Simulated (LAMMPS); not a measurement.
**Run report: Ge3Si, geometry relaxation**

- system: Ge3Si (P-4m2, 4 atoms in the cell)
- method: classical potential SiCGe.tersoff (style tersoff) (LAMMPS 22 Jul 2025 update 4)

The structure was built on a prototype by a generator. The geometry comes from this level: r2SCAN.

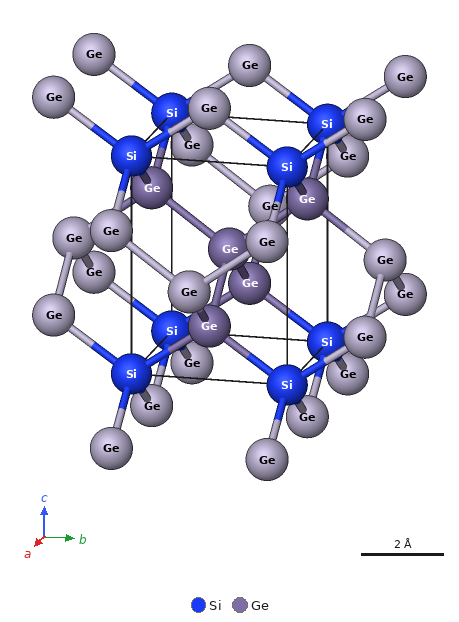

The structure as given in the input (ball-and-stick view of the cell of the calculation, seen slightly off an axis; neighbours outside the cell are drawn fainter).

**Results in brief**

- outcome: converged
- space group (tolerance 0.01 Å): P-4m2 (115)
- potential energy: −16.1569 eV
- pressure: 0.00 GPa
- final volume: 87.74 Å³
- final cell: a = 3.961 Å, b = 3.961 Å, c = 5.592 Å, α = 90.00°, β = 90.00°, γ = 90.00°
- hardware: 1 thread of Arm Neoverse V2, 24 GiB of memory available, shared host
- peak memory: 0.029 GiB

**Input**
```
units metal
boundary p p p
atom_style atomic
read_data data.lmp
pair_style tersoff
pair_coeff * * SiCGe.tersoff Si(D) Ge
thermo_style custom step pe press pxx pyy pzz pyz pxz pxy vol fmax
thermo_modify format float %.8f
dump 1 all custom 10 dump.lmp id type x y z fx fy fz
dump_modify 1 sort id format float %.8f
thermo 10
fix 1 all box/relax tri 0.0 vmax 0.001
min_style cg
minimize 0.0 1.0e-6 400 4000
minimize 0.0 1.0e-6 400 4000
unfix 1
undump 1
write_dump all custom end.lmp id type x y z modify sort id format float %.8f
run 0
```

**File data.lmp**
```
crystal

4 atoms
2 atom types

0.0 3.96990770 xlo xhi
0.0 3.96990770 ylo yhi
0.0 5.59395471 zlo zhi
0.00000000 0.00000000 0.00000000 xy xz yz

Masses

1 28.0850
2 72.6300

Atoms

1 1 0.00000000 0.00000000 0.00000000
2 2 3.96990770 1.98495385 1.36656160
3 2 1.98495385 1.98495385 2.79697735
4 2 1.98495385 0.00000000 4.22739311
```

Command:
```bash
lmp -in in.lmp -log none -nocite
```

**The program's output**
```
using 1 OpenMP thread(s) per MPI task
Reading data file ...
  triclinic box = (0 0 0) to (3.9699077 3.9699077 5.5939547) with tilt (0 0 0)
  1 by 1 by 1 MPI processor grid
  reading atoms ...
  4 atoms
  read_data CPU = 0.000 seconds
Neighbor list info ...
  max neighbors/atom: 2000, page size: 100000
  master list distance cutoff = 5.1
  ghost atom cutoff = 5.1
  binsize = 2.55, bins = 2 2 3
  1 neighbor lists, perpetual/occasional/extra = 1 0 0
  (1) pair tersoff, perpetual
      attributes: full, newton on
      pair build: full/bin/atomonly
      stencil: full/bin/3d
      bin: standard
Setting up cg style minimization ...
  Unit style    : metal
  Current step  : 0
WARNING: Energy due to 6 extra global DOFs will be included in minimizer energies
 (src/src/min.cpp:222)
Per MPI rank memory allocation (min/avg/max) = 4.199 | 4.199 | 4.199 Mbytes
   Step         PotEng         Press           Pxx            Pyy            Pzz            Pyz            Pxz            Pxy           Volume          Fmax
         0  -16.15623310 -3806.91221511 -4358.76202207 -4358.76394998 -2703.21067327 0.00000000 -0.00000000 -0.00000000 88.16166124 0.04035407
        10  -16.15690163 0.00235321 0.03488975 0.03491318 -0.06274331 0.00000000 -0.00000000 0.00000000 87.74076930 0.00000211
        13  -16.15690163 -0.00017252 0.00049738 0.00052222 -0.00153715 -0.00000000 -0.00000000 -0.00000000 87.74076942 0.00000002
Loop time of 0.000358756 on 1 procs for 13 steps with 4 atoms

41.8% CPU use with 1 MPI tasks x 1 OpenMP threads

Minimization stats:
  Stopping criterion = force tolerance
  Energy initial, next-to-last, final =
     -16.1562330994344  -16.1569016346093  -16.1569016346092
  Force two-norm initial, final = 0.37474655 9.7302239e-08
  Force max component initial, final = 0.23984615 8.4201494e-08
  Final line search alpha, max atom move = 1 8.4201494e-08
  Iterations, force evaluations = 13 23

MPI task timing breakdown:
Section |  min time  |  avg time  |  max time  |%varavg| %total
---------------------------------------------------------------
Pair    | 0.0002141  | 0.0002141  | 0.0002141  |   0.0 | 59.68
Neigh   | 0          | 0          | 0          |   0.0 |  0.00
Comm    | 1.2338e-05 | 1.2338e-05 | 1.2338e-05 |   0.0 |  3.44
Output  | 2.4027e-05 | 2.4027e-05 | 2.4027e-05 |   0.0 |  6.70
Modify  | 0          | 0          | 0          |   0.0 |  0.00
Other   |            | 0.0001083  |            |       | 30.19

Nlocal:              4 ave           4 max           4 min
Histogram: 1 0 0 0 0 0 0 0 0 0
Nghost:            127 ave         127 max         127 min
Histogram: 1 0 0 0 0 0 0 0 0 0
Neighs:              0 ave           0 max           0 min
Histogram: 1 0 0 0 0 0 0 0 0 0
FullNghs:          112 ave         112 max         112 min
Histogram: 1 0 0 0 0 0 0 0 0 0

Total # of neighbors = 112
Ave neighs/atom = 28
Neighbor list builds = 0
Dangerous builds = 0
Setting up cg style minimization ...
  Unit style    : metal
  Current step  : 13
WARNING: Energy due to 6 extra global DOFs will be included in minimizer energies
 (src/src/min.cpp:222)
Per MPI rank memory allocation (min/avg/max) = 5.45 | 5.45 | 5.45 Mbytes
   Step         PotEng         Press           Pxx            Pyy            Pzz            Pyz            Pxz            Pxy           Volume          Fmax
        13  -16.15690163 -0.00017252 0.00049738 0.00052222 -0.00153715 -0.00000000 -0.00000000 -0.00000000 87.74076942 0.00000002
        14  -16.15690163 0.00028449 0.00030157 0.00026596 0.00028594 -0.00000000 -0.00000000 0.00000000 87.74076937 0.00000001
Loop time of 4.768e-05 on 1 procs for 1 steps with 4 atoms

100.7% CPU use with 1 MPI tasks x 1 OpenMP threads

Minimization stats:
  Stopping criterion = force tolerance
  Energy initial, next-to-last, final =
     -16.1569016346092  -16.1569016346092   -16.156901634609
  Force two-norm initial, final = 9.7246904e-08 3.1340179e-08
  Force max component initial, final = 8.4179569e-08 1.6515183e-08
  Final line search alpha, max atom move = 1 1.6515183e-08
  Iterations, force evaluations = 1 2

MPI task timing breakdown:
Section |  min time  |  avg time  |  max time  |%varavg| %total
---------------------------------------------------------------
Pair    | 1.6687e-05 | 1.6687e-05 | 1.6687e-05 |   0.0 | 35.00
Neigh   | 0          | 0          | 0          |   0.0 |  0.00
Comm    | 1.799e-06  | 1.799e-06  | 1.799e-06  |   0.0 |  3.77
Output  | 0          | 0          | 0          |   0.0 |  0.00
Modify  | 0          | 0          | 0          |   0.0 |  0.00
Other   |            | 2.919e-05  |            |       | 61.23

Nlocal:              4 ave           4 max           4 min
Histogram: 1 0 0 0 0 0 0 0 0 0
Nghost:            127 ave         127 max         127 min
Histogram: 1 0 0 0 0 0 0 0 0 0
Neighs:              0 ave           0 max           0 min
Histogram: 1 0 0 0 0 0 0 0 0 0
FullNghs:          112 ave         112 max         112 min
Histogram: 1 0 0 0 0 0 0 0 0 0

Total # of neighbors = 112
Ave neighs/atom = 28
Neighbor list builds = 0
Dangerous builds = 0
WARNING: No fixes with time integration, atoms won't move
Setting up Verlet run ...
  Unit style    : metal
  Current step  : 14
  Time step     : 0.001
Per MPI rank memory allocation (min/avg/max) = 3.074 | 3.074 | 3.074 Mbytes
   Step         PotEng         Press           Pxx            Pyy            Pzz            Pyz            Pxz            Pxy           Volume          Fmax
        14  -16.15690163 0.00028449 0.00030157 0.00026596 0.00028594 -0.00000000 -0.00000000 -0.00000000 87.74076937 0.00000001
Loop time of 1.14e-06 on 1 procs for 0 steps with 4 atoms

87.7% CPU use with 1 MPI tasks x 1 OpenMP threads

MPI task timing breakdown:
Section |  min time  |  avg time  |  max time  |%varavg| %total
---------------------------------------------------------------
Pair    | 0          | 0          | 0          |   0.0 |  0.00
Neigh   | 0          | 0          | 0          |   0.0 |  0.00
Comm    | 0          | 0          | 0          |   0.0 |  0.00
Output  | 0          | 0          | 0          |   0.0 |  0.00
Modify  | 0          | 0          | 0          |   0.0 |  0.00
Other   |            | 1.14e-06   |            |       |100.00

Nlocal:              4 ave           4 max           4 min
Histogram: 1 0 0 0 0 0 0 0 0 0
Nghost:            127 ave         127 max         127 min
Histogram: 1 0 0 0 0 0 0 0 0 0
Neighs:              0 ave           0 max           0 min
Histogram: 1 0 0 0 0 0 0 0 0 0
FullNghs:          112 ave         112 max         112 min
Histogram: 1 0 0 0 0 0 0 0 0 0

Total # of neighbors = 112
Ave neighs/atom = 28
Neighbor list builds = 0
Dangerous builds = 0
```

**Trajectory as extended XYZ (Å, eV, eV/Å), 4 frames, from step=0 to step=14**
```
4
Lattice="3.9699 0.0000 0.0000 0.0000 3.9699 0.0000 0.0000 0.0000 5.5940" Properties=species:S:1:pos:R:3:forces:R:3 step=0 energy=-16.15623 pressure_GPa=-0.38
Si    0.0000    0.0000    0.0000    0.0000   0.0000   0.0000
Ge    0.0000    1.9850    1.3666    0.0000   0.0000   0.0404
Ge    1.9850    1.9850    2.7970    0.0000   0.0000   0.0000
Ge    1.9850    0.0000    4.2274    0.0000   0.0000  -0.0404
4
Lattice="3.9609 0.0000 0.0000 0.0000 3.9609 0.0000 0.0000 0.0000 5.5925" Properties=species:S:1:pos:R:3:forces:R:3 step=10 energy=-16.15690 pressure_GPa=0.00
Si    0.0045    0.0045    0.0007    0.0000   0.0000   0.0000
Ge    0.0045    1.9850    1.3695    0.0000   0.0000   0.0000
Ge    1.9850    1.9850    2.7970    0.0000   0.0000   0.0000
Ge    1.9850    0.0045    4.2244    0.0000   0.0000   0.0000
4
Lattice="3.9609 0.0000 0.0000 0.0000 3.9609 0.0000 0.0000 0.0000 5.5925" Properties=species:S:1:pos:R:3:forces:R:3 step=13 energy=-16.15690 pressure_GPa=-0.00
Si    0.0045    0.0045    0.0007    0.0000   0.0000   0.0000
Ge    0.0045    1.9850    1.3695    0.0000   0.0000   0.0000
Ge    1.9850    1.9850    2.7970    0.0000   0.0000   0.0000
Ge    1.9850    0.0045    4.2244    0.0000   0.0000   0.0000
4
Lattice="3.9609 0.0000 0.0000 0.0000 3.9609 0.0000 0.0000 0.0000 5.5925" Properties=species:S:1:pos:R:3:forces:R:3 step=14 energy=-16.15690 pressure_GPa=0.00
Si    0.0045    0.0045    5.5932    0.0000   0.0000   0.0000
Ge    0.0045    1.9850    1.3695    0.0000   0.0000   0.0000
Ge    1.9850    1.9850    2.7970    0.0000   0.0000   0.0000
Ge    1.9850    3.9654    4.2244    0.0000   0.0000   0.0000
```
